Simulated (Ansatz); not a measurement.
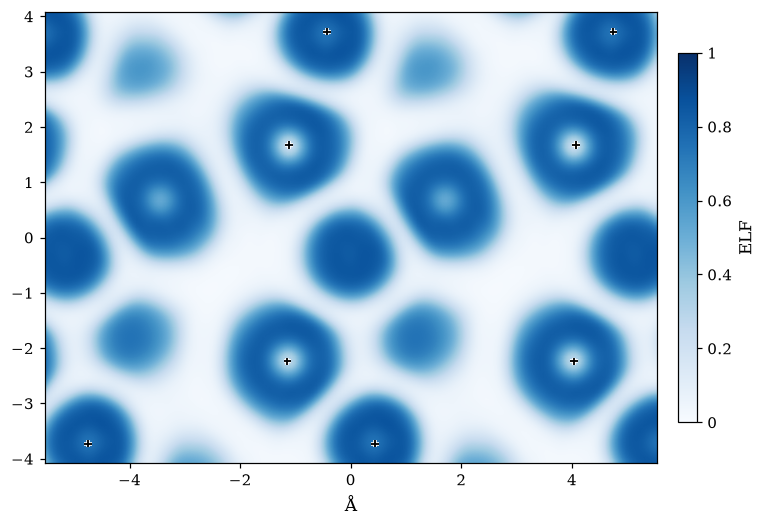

The electron localisation function on a plane through atoms (crosses mark nuclei in the plane).

The calculation used Ansatz, DFT, PBE, plane-wave PAW, default files, scalar-relativistic.

Candidates:
A. InSb, a = 4.58 Å, b = 4.58 Å, c = 6.41 Å, α = 90.00°, β = 90.00°, γ = 90.00°. Space group I-4m2; computed pressure about 4 GPa in this cell.
B. HfO₂, a = 5.19 Å, b = 5.25 Å, c = 5.35 Å, α = 90.00°, β = 99.35°, γ = 90.00°. Space group P2₁/c; computed pressure about −3 GPa in this cell.
C. Co, a = 2.51 Å, b = 2.51 Å, c = 4.13 Å, α = 90.00°, β = 90.00°, γ = 120.00°. Space group P6₃/mmc; computed pressure about −6 GPa in this cell; spin-polarised.

### Which system is this?

Candidate B: HfO₂ on the (011̄) plane of the conventional cell, which holds Hf and O. Hf–O (2.17 Å): the ELF peaks at about 0.85 in the valence shell of O, 0.6 Å from its nucleus, and drops to about 0.20 between the two atoms (no shared electron pair shows on this line).
